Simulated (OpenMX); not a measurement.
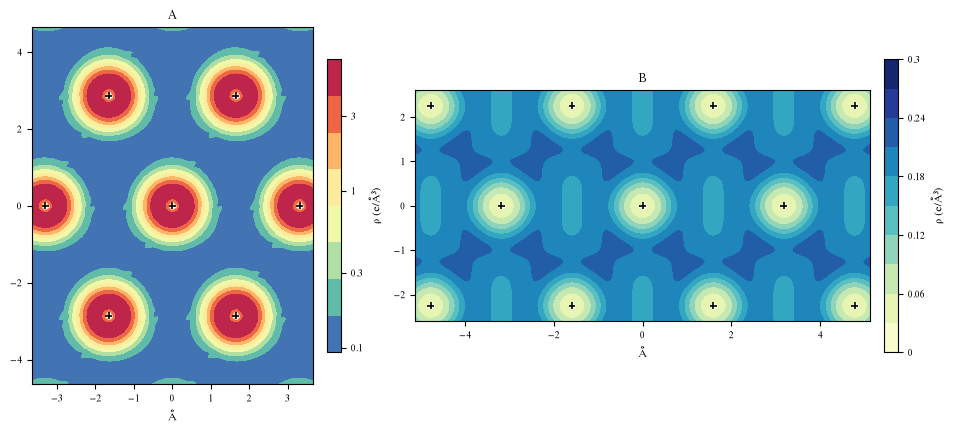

The valence charge density (pseudo) of 2 systems, each on a plane through atoms (crosses mark nuclei in the plane).

The calculation used OpenMX 3.8.5, Kohn-Sham DFT of a periodic cell, PBE, OpenMX 2013 PBE set.

System 1: Sc, the (010) plane of the conventional cell. Space group P2₁/m; changed on purpose from its base cell (atoms moved at random by about 0.05 A).

```yaml
crystal:
  lattice:
    - [-1.65450, 2.86568, 0.00000]
    - [0.00000, 0.00000, -5.27330]
    - [-1.65450, -2.86568, 0.00000]
  atoms:
    - { symbol: Sc, position: [0.16205, 0.25030, 0.83297] }
    - { symbol: Sc, position: [0.83795, 0.74970, 0.16703] }
```

System 2: Al, the (101) plane of the conventional cell. Space group Im-3m; a structure from a database of computed crystals, not necessarily the ambient phase; computed pressure about 4 GPa in this cell.

```
Al
1.0
     3.18244    0.00000    0.00000
     0.00000    3.18244    0.00000
     0.00000    0.00000    3.18244
Al
2
Cartesian
  0.0000 0.0000 0.0000
  1.5912 1.5912 1.5912
```

Match each panel to its system.

Panel A is system 1, Sc: the plane holds Sc. Sc–Sc (3.31 Å): the density is about 0.11 e/Å³ at the midpoint. Panel B is system 2, Al: the plane holds Al. Al–Al (2.76 Å): ρ at the midpoint is about 0.21 e/Å³.
